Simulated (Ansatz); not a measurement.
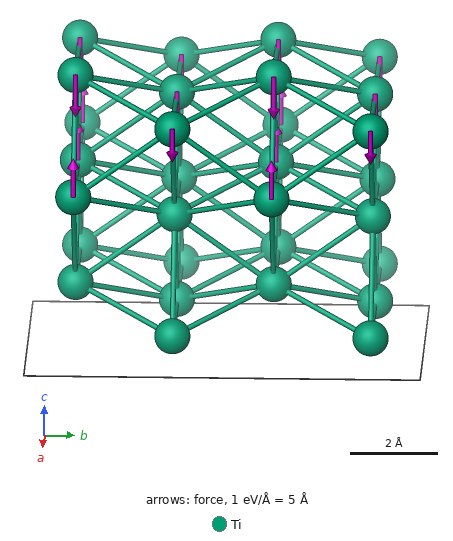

Starting geometry of a slab of composition Ti (cut from the P6_3/mmc phase) with the computed forces as purple arrows. The picture is a ball-and-stick view of the cell of the calculation, outlined in the plane, without the vacuum, seen from a free direction.

Case: clean slab, lower half held. The slab is the (1 0 0) face of Ti. 12 atoms are held fixed.

These are results of Ansatz 0.2.0, DFT PBE+D3(BJ), scalar-relativistic, plane waves, PAW, not measurements.

Input file:
```yaml
crystal:
  lattice:
    - [5.772929951, 0.0, 0.0]
    - [0.0, 9.1481646307, 0.0]
    - [0.0, 0.0, 22.8327546571]
  atoms:
    - { symbol: Ti, position: [0.5, 0.375, 0.3722722084] }
    - { symbol: Ti, position: [0.5, 0.875, 0.3722722084] }
    - { symbol: Ti, position: [0.0, 0.375, 0.3722722084] }
    - { symbol: Ti, position: [0.0, 0.875, 0.3722722084] }
    - { symbol: Ti, position: [0.75, 0.125, 0.4087658631] }
    - { symbol: Ti, position: [0.75, 0.625, 0.4087658631] }
    - { symbol: Ti, position: [0.25, 0.125, 0.4087658631] }
    - { symbol: Ti, position: [0.25, 0.625, 0.4087658631] }
    - { symbol: Ti, position: [0.75, 0.375, 0.4817531726] }
    - { symbol: Ti, position: [0.75, 0.875, 0.4817531726] }
    - { symbol: Ti, position: [0.25, 0.375, 0.4817531726] }
    - { symbol: Ti, position: [0.25, 0.875, 0.4817531726] }
    - { symbol: Ti, position: [0.0, 0.125, 0.5182468274] }
    - { symbol: Ti, position: [0.0, 0.625, 0.5182468274] }
    - { symbol: Ti, position: [0.5, 0.125, 0.5182468274] }
    - { symbol: Ti, position: [0.5, 0.625, 0.5182468274] }
    - { symbol: Ti, position: [0.0, 0.375, 0.5912341369] }
    - { symbol: Ti, position: [0.0, 0.875, 0.5912341369] }
    - { symbol: Ti, position: [0.5, 0.375, 0.5912341369] }
    - { symbol: Ti, position: [0.5, 0.875, 0.5912341369] }
    - { symbol: Ti, position: [0.25, 0.125, 0.6277277916] }
    - { symbol: Ti, position: [0.25, 0.625, 0.6277277916] }
    - { symbol: Ti, position: [0.75, 0.125, 0.6277277916] }
    - { symbol: Ti, position: [0.75, 0.625, 0.6277277916] }
basis:
  ecutwfc: 420
kpoints:
  mp_grid: { grid: [5, 3, 1] }
hamiltonian:
  xc: pbe
  dispersion: d3bj
scf:
  occupations: { method: gaussian, width: 0.1 }
output:
  forces: true
  eigenvalues: true
  write_density: true
  write_potential: true
  elf: true
  volumetric_format: npy
relax:
  adjacent_minimum: "off"
  f_tol: 0.03
  max_steps: 70
  constraints: [{ sites: [0, 1, 2, 3, 4, 5, 6, 7, 8, 9, 10, 11] }]
efield:
  axis: 3
  dipole_correction: true
  ramp_width: 0.04
```

Command:
```bash
ansatz run input.yaml --threads 4 --pin off --max-ram 10240MiB --backend cpu --events-out ev --progress --plain --runs-dir out
```

### What follows when this structure is relaxed?

It isn't relaxed: the largest force vector, on Ti atoms, is 0.21 eV/Å. The final displacements follow the starting forces only in part (cosine between the two patterns 0.80). The largest moves, 0.080 Å, are those of Ti21, Ti22, Ti23 and Ti24. Ti21 goes along the normal (−c). The cell doesn't change. Some distances before and after: Ti13–Ti21 2.886 → 2.819 Å, Ti10–Ti18 2.886 → 2.832 Å, Ti13–Ti17 2.830 → 2.795 Å, Ti17–Ti21 2.830 → 2.825 Å. The energy falls by 50.4 meV per cell of the calculation in 2 accepted moves (3 points after the start). The largest force component goes from 0.21 to 0.018 eV/Å. 1 step only repeated the SCF at the same geometry. Cost: 85 s on 4 threads of Intel(R) Xeon(R) 6975P-C (Granite Rapids), with other jobs on the host, peak memory 4 GiB.
